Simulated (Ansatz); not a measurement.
**CuO: 5 runs along one coordinate**

System: CuO (4 atoms in the cell).
Method: Kohn-Sham DFT of a periodic cell, PBE, Ansatz PAW, no spin polarisation (Ansatz 0.2.0).

The 5 runs differ only in the geometry, by an even scaling of the cell at fixed fractional positions. The structure was built on a prototype by a generator; it need not be a known phase.

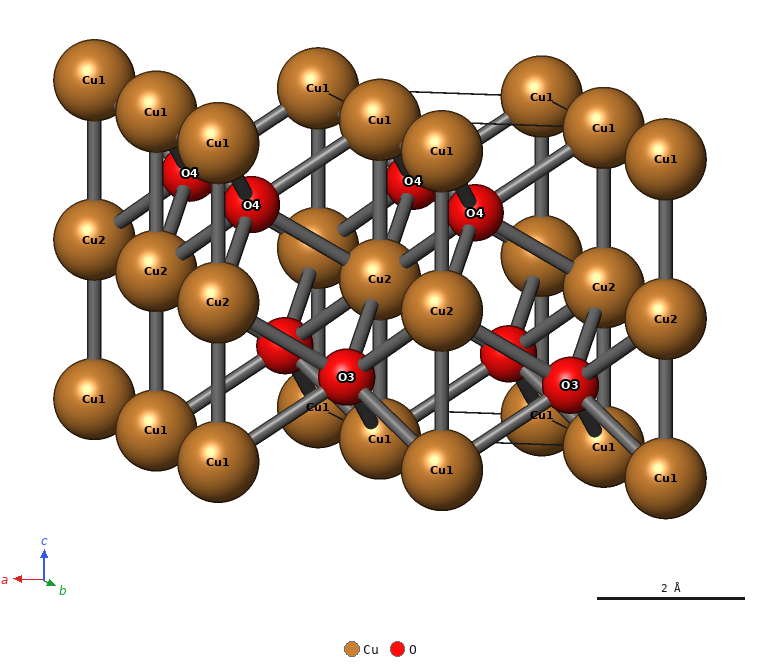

Figure 1. The structure of run 3 (ball-and-stick view of the cell of the calculation, repeated 2 × 2 × 1, seen at an oblique angle; atoms are numbered from 1 in the order of the input).

### Input of run 3
```yaml
crystal:
  lattice:
    - [3.1581933087, 0.0, 0.0]
    - [-1.5790966543, 2.7350756386, 0.0]
    - [0.0, 0.0, 4.4017482853]
  atoms:
    - { symbol: Cu, position: [0.0, 0.0, 0.0] }
    - { symbol: Cu, position: [0.0, 0.0, 0.5] }
    - { symbol: O, position: [0.3333333333, 0.6666666667, 0.25] }
    - { symbol: O, position: [0.6666666667, 0.3333333333, 0.75] }
hamiltonian:
  xc: pbe
  pseudopotentials: { kind: paw }
kpoints:
  mp_grid: { grid: [10, 10, 6] }
scf:
  occupations: { method: fermi_dirac, width: 0.05 }
output:
  forces: true
  stress: true
  eigenvalues: true
  write_density: true
  write_potential: true
  elf: true
  volumetric_format: npy
```

Command:
```bash
ansatz run input.yaml --threads 2 --pin off --max-ram 5120MiB --backend cpu --events-out ev --progress --plain --runs-dir out
```

Lattice vectors (Å) and fractional positions of run 3:
```
   3.158193    0.000000    0.000000
  -1.579097    2.735076    0.000000
   0.000000    0.000000    4.401748
Cu  0.000000  0.000000  0.000000
Cu  0.000000  0.000000  0.500000
O   0.333333  0.666667  0.250000
O   0.666667  0.333333  0.750000
```

Run 2 differs from it as follows:
```diff
-    - [3.1581933087, 0.0, 0.0]
-    - [-1.5790966543, 2.7350756386, 0.0]
-    - [0.0, 0.0, 4.4017482853]
+    - [3.1365611688, 0.0, 0.0]
+    - [-1.5682805844, 2.7163416559, 0.0]
+    - [0.0, 0.0, 4.3715983782]
```

### Results, with one run withheld

| run | volume per atom (Å³) | free energy per atom, from the lowest run given (meV) | pressure (GPa) |
| --- | --- | --- | --- |
| 1 | 9.117 | 51.43 | 19.96 |
| 2 | 9.311 | ? | ? |
| 3 | 9.505 | 15.19 | 10.29 |
| 4 | 9.893 | 0.00 | 2.55 |
| 5 | 10.281 | 1.60 | −3.65 |

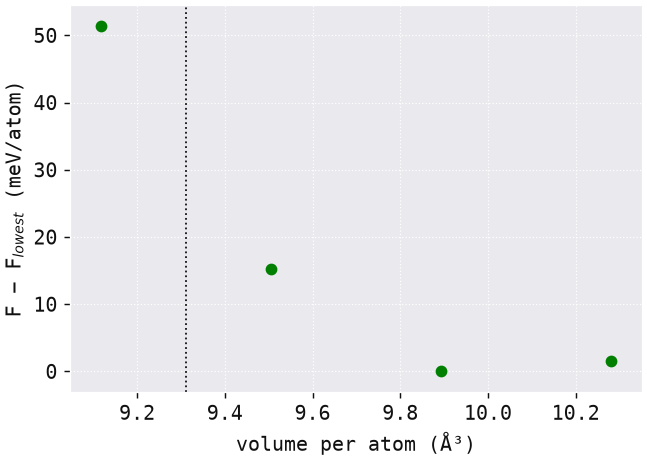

Figure 2. Free energy per atom of the runs given; the dotted line marks run 2.

Fit the runs given and predict run 2.

A quadratic polynomial in V^(−2/3) (the Birch–Murnaghan form), fitted to the 4 runs given, misses them by at most 0.09 meV per atom. With x = V^(−2/3) − 0.22012 Å⁻², it reads F = 5.8867 + 2718.8 x + 2.5814e+05 x² (meV per atom). At run 2 it gives 30.48 meV per atom, and the run itself gives 30.37. The slope of the fit gives a pressure −dF/dV of 14.84 GPa there, and the run prints 14.86 GPa. The fit has its minimum at 10.041 Å³ per atom, where V d²F/dV² gives 169 GPa. Cell shape and fractional positions are held, so this is the stiffness under even scaling; the relaxed bulk modulus wasn't computed.

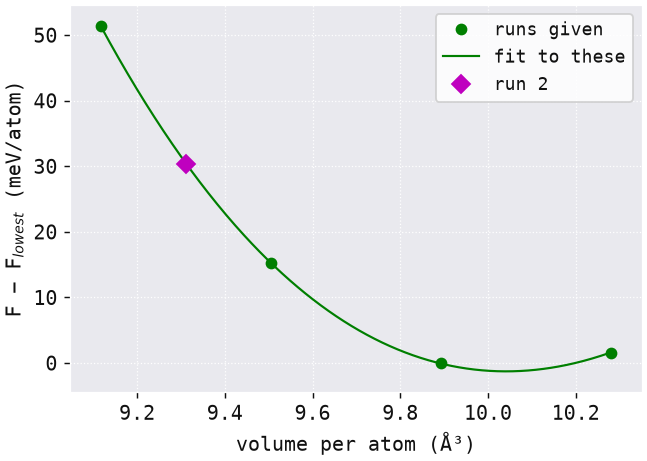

Figure 3. The fit and the withheld run.

### Output, shortened to warnings, some set-up lines, iterations and results (run 2)
```
Basis set: ecut = 420 eV, 723 PW (Γ), exchange–correlation on 48×48×60 points (8 copies of the dense FFT grid, shifted against one another)
Symmetry: 24 space group operations
k-points: 56 of 600
Initial density: superposition of atomic densities (neutral atoms: chi_scale 0, normalization atom), corrected by the library's trained network
[...]
SCF iter   1: F=—  HF=-14380.829932 eV  |F-HF|=—  |Δ(HF+E_count)|=         —  Δρ=9.96e-3  dr2=2.95e-2  ethr=1.77e-3  ⟨swp⟩=5.5  Hψ=5771  notcnv=0
SCF iter   2: F=—  HF=-14380.826413 eV  |F-HF|=—  |Δ(HF+E_count)|=   3.52e-3  Δρ=4.70e-3  dr2=7.27e-3  ethr=5.91e-5  ⟨swp⟩=2.8  Hψ=3072  notcnv=0
SCF iter   3: F=—  HF=-14380.827017 eV  |F-HF|=—  |Δ(HF+E_count)|=   6.04e-4  Δρ=5.77e-3  dr2=7.40e-3  ethr=1.45e-5  ⟨swp⟩=2.0  Hψ=2777  notcnv=0
SCF iter   4: F=—  HF=-14380.825190 eV  |F-HF|=—  |Δ(HF+E_count)|=   1.83e-3  Δρ=1.03e-3  dr2=3.09e-4  ethr=1.45e-5  ⟨swp⟩=2.0  Hψ=2613  notcnv=0
SCF iter   5: F=—  HF=-14380.825125 eV  |F-HF|=—  |Δ(HF+E_count)|=   6.45e-5  Δρ=3.60e-4  dr2=3.05e-5  ethr=6.17e-7  ⟨swp⟩=2.0  Hψ=2517  notcnv=0
SCF iter   6: F=—  HF=-14380.825199 eV  |F-HF|=—  |Δ(HF+E_count)|=   7.35e-5  Δρ=1.99e-5  dr2=5.90e-8  ethr=2.00e-10  ⟨swp⟩=7.1  Hψ=12029  notcnv=0
SCF iter   7: F=-14380.825199 eV  HF=-14380.825199 eV  |F-HF|=1.01e-8  |Δ(HF+E_count)|=   5.71e-8  Δρ=6.33e-6  dr2=1.04e-8  ethr=1.18e-10  ⟨swp⟩=5.5  Hψ=9531  notcnv=0
SCF 1 converged in 7 iterations: F = -14380.825199 eV  dr2 = 1.04e-8
SCF converged after 7 iterations
Free energy (F): -14380.825199 eV
Harris-Foulkes:  -14380.825199 eV  (|F-HF|=1.01e-8)
Internal energy: -14380.798789 eV  (E = F + TS)
E sigma→0 (E₀):  -14380.811994 eV
Entropy (-TS):   -0.026410 eV (-6.603 meV/atom)
Fermi energy:    13.387639 eV
--- Per-component energies (eV) ---
  E_band       = -786.007575
  E_kinetic    = 944.066817
  E_local      = -9468.050175  (includes V_loc(G=0)·N_el)
  E_nonlocal   = 886.047856
  E_hartree    = 4124.065564
  E_xc         = -324.380106
  E_vxc        = -416.541623  (∫ρ·V_xc dr)
  E_paw        = -3644.506954  (= ΣΔE_a)
  E_vpaw       = -979.658478  (= ΣTr[D̂ρ^β])
  E_aug_tail   = 0.005076  (compensation charges beyond the density's cutoff)
  E_ewald      = -6898.046867
  E_smearing   = -0.026410  (= −TS)
  E_closure    = 0.000000  (closes the sum)
  Σ components = -14380.825199   (vs F -14380.825199, Δ=0.00e0)
--- Forces (eV/Å), atoms counted from 1 ---
  atom   1  Cu     0.00000000     0.00000000     0.00000000
  atom   2  Cu     0.00000000     0.00000000     0.00000000
  atom   3  O      0.00000000    -0.00000000     0.00000000
  atom   4  O     -0.00000000     0.00000000     0.00000000
  max |Σ_I F_I| component: 9.25e-18 eV/Å
--- Stress (GPa, compression-positive) ---
       -2.480738       0.000000       0.000000
        0.000000      -2.480738       0.000000
        0.000000       0.000000      49.527852
  P = ⅓ Tr σ = 14.8555 GPa (148.555 kbar)
```

Notes: The run has no spin polarisation, so a magnetic state may lie lower.
